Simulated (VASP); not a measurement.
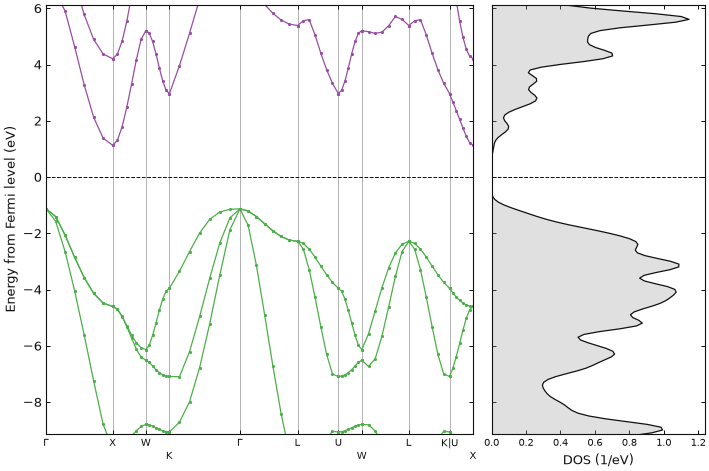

Band structure and density of states. Energies are counted from the Fermi level, put mid-gap where there is a gap. The DOS curve is built from the levels of the k mesh with Gaussians 0.55 eV wide, which also blur the band edges; ripples of that width can come from the mesh.

Which system does the plot belong to?
A. CdI2-type SnSe$_{2}$, space group P-3m1, 3 atoms in the cell (a = 3.819 Å, c = 6.153 Å (hexagonal axes)); PBEsol
B. rocksalt RbCl, space group Fm-3m (No. 225), 2 atoms in the primitive cell (cubic a = 6.548 Å); PBE
C. zincblende SiC, space group F-43m (No. 216), 2 atoms in the primitive cell (cubic a = 4.379 Å); HSE06

Answer. C. A semiconductor. The gap along this path is 2.26 eV and indirect, from the valence-band top at Γ to the conduction-band bottom at X; the smallest direct gap is 5.73 eV, at X. Three bands meet at the valence-band top at Γ: it is triply degenerate (spin aside). The direct gaps are 11.34 eV at W, 7.67 eV at L and 6.92 eV at U. A face-centred cubic lattice: the path Γ–X–W–K–Γ–L–U–W–L–K|U–X runs through the special points of its Brillouin zone.

VASP; HSE06, VASP PAW PBE potentials, release 64 (Si, C), no spin polarisation, no spin-orbit coupling, 10×10×10 k mesh, 450 eV cutoff.

The PAW data sets were made with another functional. The cell was derived from a database entry in an earlier step, so it needn't be the measured one.
